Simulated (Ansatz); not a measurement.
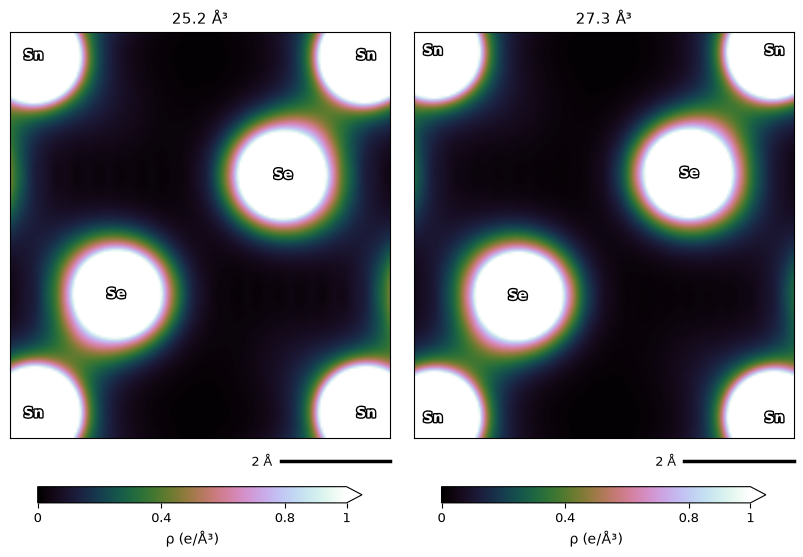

SnSe₂. The valence charge density (pseudo) of cells scaled evenly to different volumes (given per atom above each panel), on the (110) plane of each (indices in the axes of the cell below), at one length scale and on one colour scale.

All numbers below come from Kohn-Sham DFT of a periodic cell, PBEsol, spin-orbit coupling, Ansatz PAW in Ansatz.

The largest cell:

```cif
data_structure
_symmetry_space_group_name_H-M 'P 1'
_symmetry_Int_Tables_number 1
_cell_length_a 3.8857
_cell_length_b 3.8857
_cell_length_c 6.2563
_cell_angle_alpha 90.000
_cell_angle_beta 90.000
_cell_angle_gamma 120.000
_cell_volume 81.81
loop_
_atom_site_label
_atom_site_type_symbol
_atom_site_fract_x
_atom_site_fract_y
_atom_site_fract_z
_atom_site_occupancy
Sn1 Sn 0.00000 0.00000 0.00000 1
Se1 Se 0.66667 0.33333 0.75100 1
Se2 Se 0.33333 0.66667 0.24900 1
```

| volume (Å³/atom) | Sn–Se contact in the plane (Å) | ρ at its midpoint (e/Å³) | pressure (GPa) | gap on the mesh (eV) | 
| --- | --- | --- | --- | --- |
| 25.21 | 2.661 | 0.424 | 4.2 | 0.71 | 
| 25.73 | 2.679 | ? | ? | ? | 
| 27.27 | 2.731 | 0.380 | −1.4 | 0.61 | 

Q: Estimate the missing row, and compare with the calculation.

A: Over the known rows ln ρ falls by 1.57 per Å of Sn–Se distance (the line through the two), which gives 0.412 e/Å³ at 2.679 Å; the calculation gives 0.412 e/Å³. For the pressure, a straight line in volume between the neighbouring rows gives 2.8 GPa; the calculation gives 2.5. For the gap on the mesh, a straight line in volume between the neighbouring rows gives 0.68 eV; the calculation gives 0.69.
